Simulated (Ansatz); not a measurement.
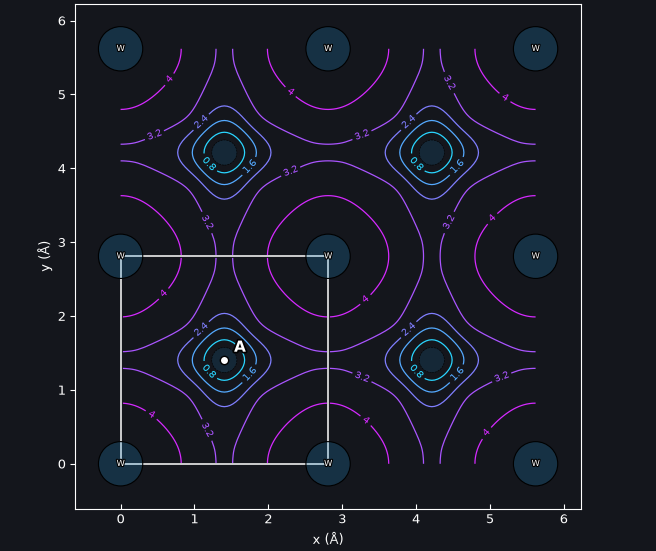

C on a W(100) slab cut from the Fm-3m phase, its upper half relaxed before the scan (3 atoms of substrate and one adsorbate in a 1 × 1 cell). C is moved over the surface cell; relaxed at each place: the height of the adsorbate's atoms; substrate rigid; the origin of the map has the adsorbate above W3. Places are given modulo a cell vector. The map is drawn in real space over the plane of the surface. The grid has 6 × 6 points; 10 points were computed and 26 follow by symmetry. Energies are in eV, from the lowest grid point. With one adsorbate in each 1 × 1 cell, its nearest image is 2.8 Å away, so neighbouring adsorbates interact. Theory: DFT LDA, scalar-relativistic, plane waves, PAW in Ansatz 0.2.0. Settings: cutoff 420 eV, k-mesh 9×9×1, gaussian smearing 0.1 eV, no spin polarisation.

Drawn: contour lines labelled in eV, labelled circles for the atoms of the top layer and small ones for the second layer, the outline of one cell of the 2 × 2 shown, the point A. Between grid points the surface is interpolated.

> What is the easiest way out of the well at A, and how high is the barrier?

The easiest path leads from the well at a fourfold hollow over a second-layer W atom, (3/6, 3/6) of the cell vectors to its copy one period on. Its highest point lies about 3.1 eV above the bottom of the first well on the interpolated surface, at a bridge site between two W atoms, (0/6, 3/6) of the cell vectors. This is the barrier on the constrained surface; relaxing the other coordinates would change it.

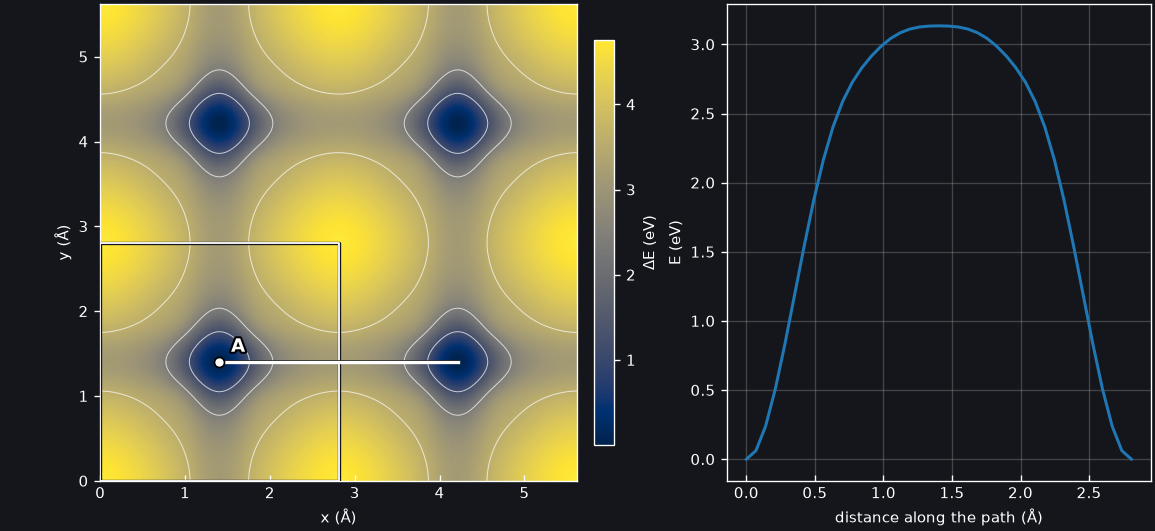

Drawn: a smooth colour map with a few white contour lines, a line along the lowest path, the outline of one cell of the 2 × 2 shown, the energy along the path at the right. Between grid points the surface is interpolated.

PAW datasets: the set soft_1.
